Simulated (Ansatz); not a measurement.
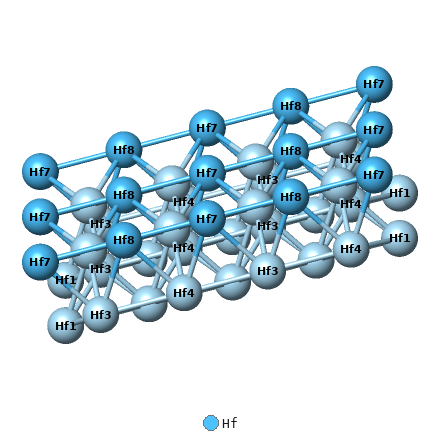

The system is N₂ on a Hf(100) slab cut from the P6_3/mmc phase, its upper half relaxed before the scan (8 atoms of substrate and one adsorbate in a 2 × 1 cell); the picture shows it without the atoms that are moved over the map. 
- N2 is moved over the surface cell at a fixed height above a rigid substrate; the origin of the map has the adsorbate above Hf7; the height is held at 3.60 Å.
- Places are given modulo a cell vector. The map is drawn in real space over the plane of the surface.
- The grid has 4 × 4 points; 9 points were computed and 7 follow by symmetry.
- Places are given in fractions of the 1 × 1 surface cell.
- Energies are in meV, from the lowest grid point.
- At a fixed height the lowest place need not be the adsorption site.
- Computed with DFT PBE+D3(BJ), scalar-relativistic, plane waves, PAW (Ansatz 0.2.0). Settings: cutoff 420 eV, k-mesh 4×6×1, gaussian smearing 0.1 eV, no spin polarisation.

Range: position of N9 along the first surface vector from 0.00 to 0.75; position of N9 along the second surface vector from 0.00 to 0.75.

Predict the map.

The lowest grid point is at the top site over a surface Hf atom, (0/4, 0/4) of the cell vectors. The highest grid point, the trough between two rows of top atoms, (0/4, 2/4) of the cell vectors, lies 69 meV above the lowest.

```
second ↓, first →  0/4  1/4  2/4  3/4
              3/4   38   46   53   46
              2/4   69   69   68   69
              1/4   38   46   53   46
              0/4    0   16   31   16
```

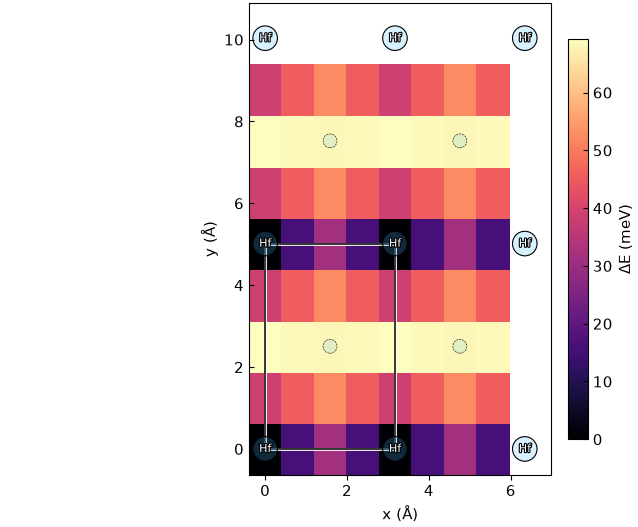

Drawn: one coloured cell a grid point, labelled circles for the atoms of the top layer and small ones for the second layer, the outline of one cell of the 2 × 2 shown.

The whole map (9 points run) took 8.9 min on 4 threads of Arm Neoverse N1, on a shared host.
